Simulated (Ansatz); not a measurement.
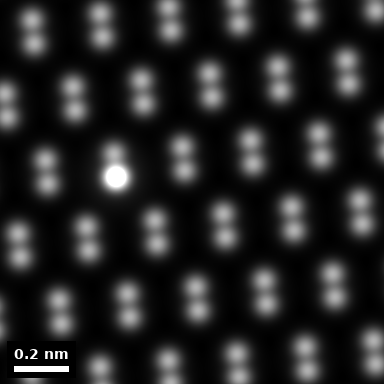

Dark-field STEM-like image of Ti (P6_3/mmc, No. 194) along [101]. The image is simulated as a sum over atoms of Z^1.7, blurred by a 0.61 Å probe (no channelling). The probe carries 15 % of its weight in a tail 2.5 times as wide. The display is stretched by a gamma of 0.65; percentages refer to the linear signal.

The sample is 2 repeats (11.1 Å) thick. One point defect was put into the perfect crystal, without relaxing the atoms around it. Brightness is counted from the darkest point of the image. Host structure: a calculation's starting geometry; the starting structure was generated, so it need not be a known form of this composition.

### Where is the defect (in Å from the left and the top edge), and what does its contrast suggest?

At about 4 Å from the left and 6 Å from the top. The column is brighter, which points to a heavier atom. The column holds 2 atoms (Ti) through the sample, and one Ti atom is replaced by Hf, so its peak rises to about 425 % of that of its equals.
